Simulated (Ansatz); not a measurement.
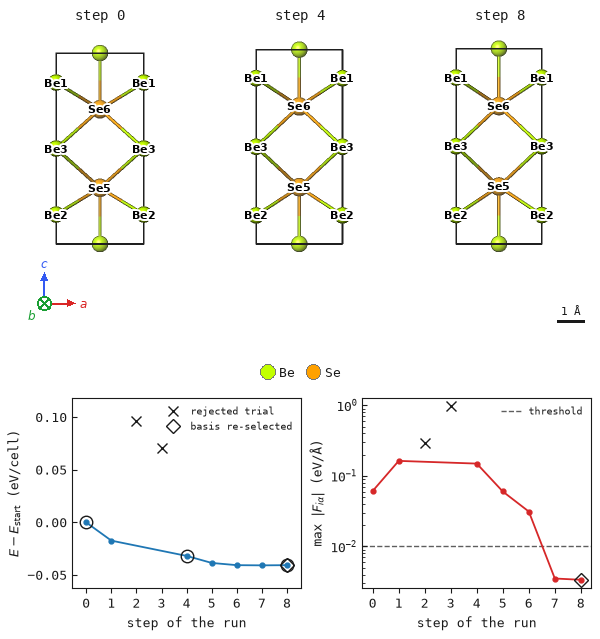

Frames of a relaxation of solid Be$_{2}$Se (a generated structure, set up in P4/mmm), marked on the history of the run. The picture is a ball-and-stick view of the cell of the calculation, seen along the b axis.

Computed with DFT PBE, scalar-relativistic, plane waves, PAW in Ansatz.

The input:
```yaml
crystal:
  lattice:
    - [3.3263501579, 0.0, 0.0]
    - [0.0, 3.3263501579, 0.0]
    - [0.0, 0.0, 7.2308454917]
  atoms:
    - { symbol: Be, position: [0.0, 0.0, 0.8458573722] }
    - { symbol: Be, position: [0.0, 0.0, 0.1541426278] }
    - { symbol: Be, position: [0.0, 0.0, 0.5] }
    - { symbol: Be, position: [0.5, 0.5, 0.0] }
    - { symbol: Se, position: [0.5, 0.5, 0.2941188885] }
    - { symbol: Se, position: [0.5, 0.5, 0.7058811115] }
basis:
  ecutwfc: 420
kpoints:
  mp_grid: { grid: [12, 12, 6] }
hamiltonian:
  xc: pbe
scf:
  occupations: { method: gaussian, width: 0.1 }
output:
  forces: true
  stress: true
  eigenvalues: true
relax:
  adjacent_minimum: "off"
  f_tol: 0.01
  max_steps: 80
  cell: { stress_tol: 0.05 }
```

Launched with:
```bash
ansatz run input.yaml --threads 1 --pin off --max-ram 2560MiB --backend cpu --events-out ev --progress --plain --runs-dir out
```

What happens along the run?

The largest moves relative to the cell, 0.046 Å, are those of Be1 and Be2. Be2 goes along −c. By element the largest moves are Be 0.046 Å, Se 0.001 Å. The drawn cell changes as follows: a = b 3.326 → 3.245 Å (−2.4 %), c 7.231 → 7.400 Å (+2.3 %); the volume changes by −2.6 %. Among the contacts that change: Be4–Se5 2.127 → 2.177 Å, Be3–Se5 2.784 → 2.754 Å, Be1–Se6 2.561 → 2.538 Å. Bond angles that change, for instance: Se5–Be2–Se5 133.4° → 129.5°, Be2–Se5–Be2 133.4° → 129.5°. The space group stays P4/mmm (No. 123). The energy falls by 40.6 meV per cell of the calculation in 5 accepted moves (8 points after the start). Largest force component: 0.061 eV/Å at the start, 0.0034 eV/Å at the end. Pressure: −0.67 GPa at the start and −0.01 GPa at the end. The line search rejected the trial steps at points 2, 3 of the run. At 1 point the geometry stayed and the basis and grid were re-selected for the new cell (energy shift of 0.2 meV per cell of the calculation at most each time). Cost: 77 s on 1 thread of AMD EPYC 7R43 64-Core Processor (Zen 3), with other jobs on the host, peak memory 0.54 GiB. From step 0 to 4: Be atoms move most (0.05 Å), volume −1.4 %, energy −31.8 meV per cell of the calculation. From step 4 to 8: volume −1.2 %, energy −8.8 meV per cell of the calculation.

```csv
step,"E − E(0), meV/atom","largest force component, eV/Å","pressure, GPa","volume, Å³/atom",note
0,0.00,0.0612,-0.67,13.334,
1,-2.88,0.1632,0.04,13.140,
2,16.09,0.2912,2.06,12.559,rejected
3,11.84,0.9643,-3.04,13.429,rejected
4,-5.30,0.1494,-0.36,13.145,
5,-6.42,0.0601,0.24,12.926,
6,-6.77,0.0313,-0.05,12.998,
7,-6.80,0.0035,0.00,12.991,
8,-6.77,0.0034,-0.01,12.991,"same geometry, new basis"
```
